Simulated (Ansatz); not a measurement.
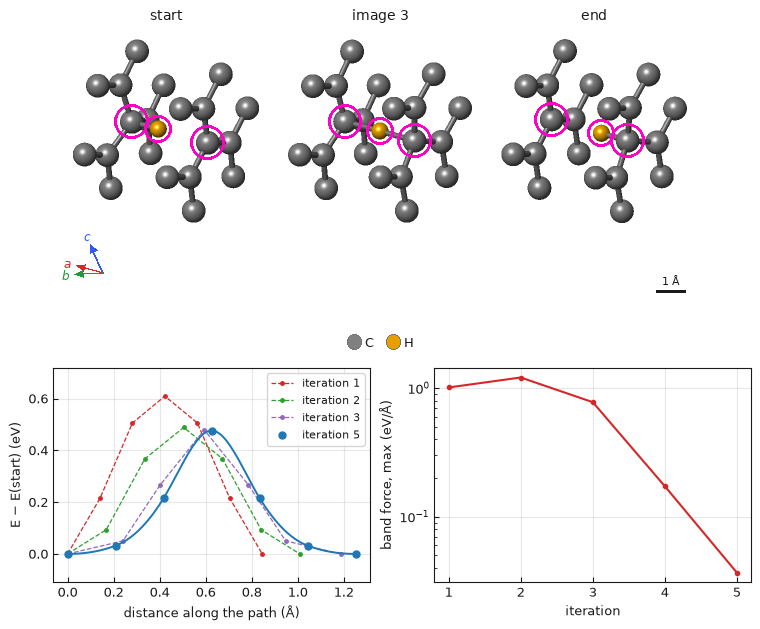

A search for the minimum-energy path of a defect cell of composition HC32 (33 atoms in the cell) by the nudged elastic band. Images are numbered from 0 (start) to 6 (end). The plot follows the band through its iterations. A ball-and-stick model of the atoms within 3.3 Å of the middle of the path, seen from a free direction. The atoms that move most are ringed. Bonds to atoms that aren't drawn are left out.

Computed with DFT PBE+D3(BJ), scalar-relativistic, plane waves, PAW (Ansatz). Settings: plane-wave cutoff 420 eV; k-point mesh 4 × 4 × 4; Gaussian smearing 0.1 eV; 5 movable images; climbing image.

How did the profile develop, and is the result final?

The run is converged, with reservations. The band converged in 5 iterations. The largest component of the band force went from 1 to 0.037 eV/Å. The climbing image converged on the top of the path. Its curvatures weren't checked. The first iteration put the highest image at 0.61 eV. The barrier is about 0.48 eV in both directions, with image 3 at the top; the ends have the same energy.

Limits of the set-up: the periodic images lie only 7.1 Å apart, so the values are limited by the cell's size.
